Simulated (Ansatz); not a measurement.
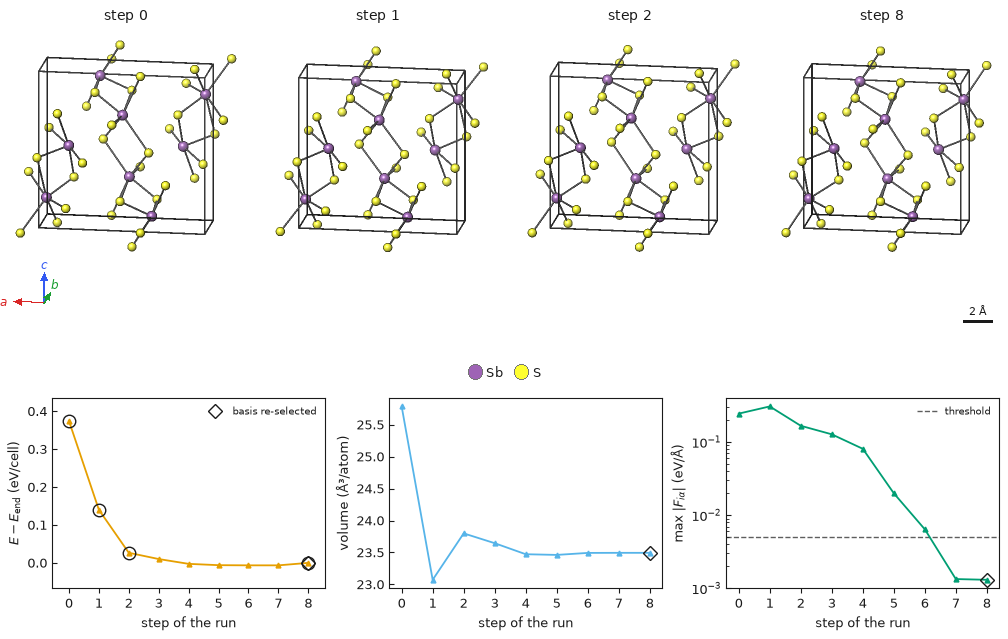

Frames of a relaxation of solid Sb2S3 (built on the database structure type), marked on the history of the run. Style: ball-and-stick. Shown: the cell of the calculation, from a free direction.

The calculation used DFT, PBE-D3(BJ), plane waves, PAW (Ansatz).

The input:
```yaml
crystal:
  lattice:
    - [11.80011845, 0.0, 0.0]
    - [0.0, 3.84473291, 0.0]
    - [0.0, 0.0, 11.36714114]
  atoms:
    - { symbol: Sb, position: [0.8573504, 0.75, 0.46558362] }
    - { symbol: Sb, position: [0.1426496, 0.25, 0.53441638] }
    - { symbol: Sb, position: [0.6426496, 0.25, 0.96558362] }
    - { symbol: Sb, position: [0.3573504, 0.75, 0.03441638] }
    - { symbol: Sb, position: [0.9669436, 0.25, 0.17308267] }
    - { symbol: Sb, position: [0.0330564, 0.75, 0.82691733] }
    - { symbol: Sb, position: [0.5330564, 0.75, 0.67308267] }
    - { symbol: Sb, position: [0.4669436, 0.25, 0.32691733] }
    - { symbol: S, position: [0.87592716, 0.75, 0.06146949] }
    - { symbol: S, position: [0.12407284, 0.25, 0.93853051] }
    - { symbol: S, position: [0.62407284, 0.25, 0.56146949] }
    - { symbol: S, position: [0.37592716, 0.75, 0.43853051] }
    - { symbol: S, position: [0.04854145, 0.75, 0.37923204] }
    - { symbol: S, position: [0.95145855, 0.25, 0.62076796] }
    - { symbol: S, position: [0.45145855, 0.25, 0.87923204] }
    - { symbol: S, position: [0.54854145, 0.75, 0.12076796] }
    - { symbol: S, position: [0.30024927, 0.25, 0.18854761] }
    - { symbol: S, position: [0.69975073, 0.75, 0.81145239] }
    - { symbol: S, position: [0.19975073, 0.75, 0.68854761] }
    - { symbol: S, position: [0.80024927, 0.25, 0.31145239] }
kpoints:
  mp_grid: { grid: [2, 6, 2] }
hamiltonian:
  xc: pbe
  dispersion: d3bj
scf:
  occupations: { method: fermi_dirac, width: 0.02 }
relax:
  f_tol: 0.005
  cell: {}
```

**What happens along the run?**

The largest moves relative to the cell, 0.14 Å, are those of S17, S18, S19 and S20. S19 goes along [2 0 1]. Largest moves by element: S 0.14 Å, Sb 0.13 Å. The drawn cell changes as follows: a 11.800 → 11.177 Å (−5.3 %), b unchanged at 3.845 Å, c 11.367 → 10.934 Å (−3.8 %); the volume changes by −8.9 %. Near-neighbour distances that change, for instance: Sb5–S10 3.248 → 3.018 Å, Sb5–S13 3.180 → 3.016 Å, Sb5–S20 2.519 → 2.570 Å, Sb1–S13 2.460 → 2.502 Å. Among the angles between lasting bonds that change: S10–Sb6–S19 89.0° → 84.6°, Sb2–S19–Sb6 102.2° → 99.9°. The space group stays Pnma (No. 62). Over 7 accepted moves (8 points after the start) the energy falls by 0.375 eV per cell of the calculation. Largest force component: 0.25 eV/Å at the start, 0.0013 eV/Å at the end. The pressure goes from −0.87 to 0.00 GPa. At 1 point the geometry stayed and the basis and grid were re-selected for the new cell (energy shift of 6.6 meV per cell of the calculation at most each time). From step 0 to 1: S atoms move most (0.15 Å), volume −10.5 %, energy −0.234 eV per cell of the calculation. From step 1 to 2: S atoms move most (0.09 Å), volume +3.1 %, energy −0.114 eV per cell of the calculation. From step 2 to 8: Sb atoms move most (0.08 Å), volume −1.3 %, energy −26.6 meV per cell of the calculation.
